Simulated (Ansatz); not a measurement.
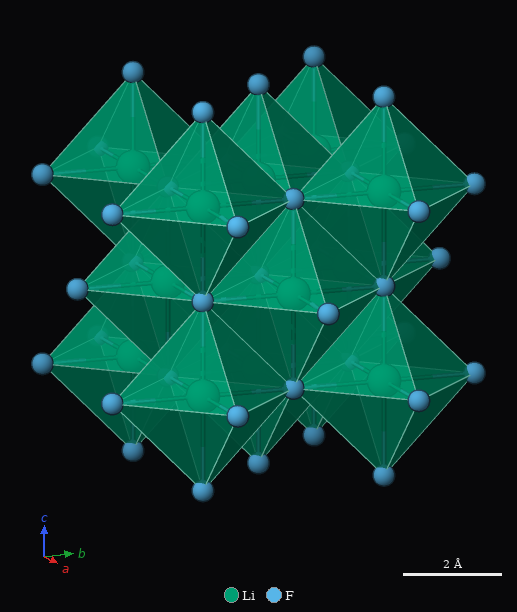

This is a crystal of LiF (built on the rocksalt type) at its r2SCAN-relaxed geometry. The picture is a polyhedral view of the conventional cell (4 times the calculation's cell), seen slightly off an axis. Lengths and directions refer to the drawn axes.

Theory: DFT, PBE, plane waves, PAW in Ansatz. (plane-wave cutoff 420 eV; k-point mesh 10 × 10 × 10; occupations fermi dirac; smearing width 0.02 eV; no spin polarisation)

Change: The cell is strained by +5.0 % along c and none across it (volume +5.0 %). The atoms were relaxed with r2SCAN under that strain, and this is a single point on that geometry.

**What is the effect?**

Energy change: −3.5 meV per atom. Pressure: 4.4 GPa before, 0.9 GPa after. The principal stresses (compression positive) are −1.1 GPa along c and 2.0 GPa across it. All forces vanish by symmetry. Near-neighbour distances before and after: F–Li 1.995 → 1.995 to 2.095 Å. The space group (tolerance 0.01 Å) goes from Fm-3m (No. 225) to I4/mmm (No. 139).

The changed structure in the same view:

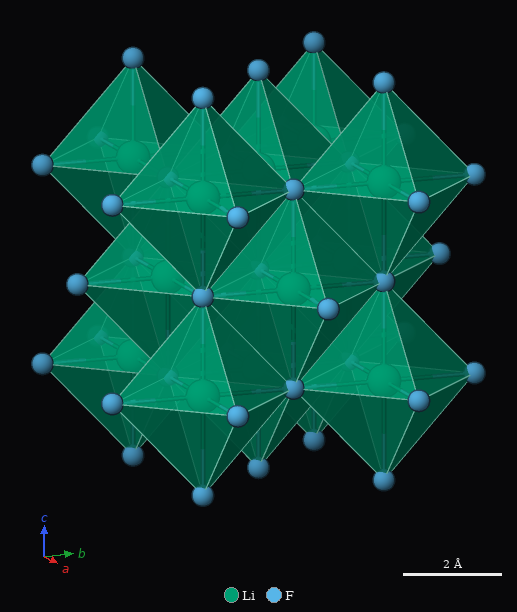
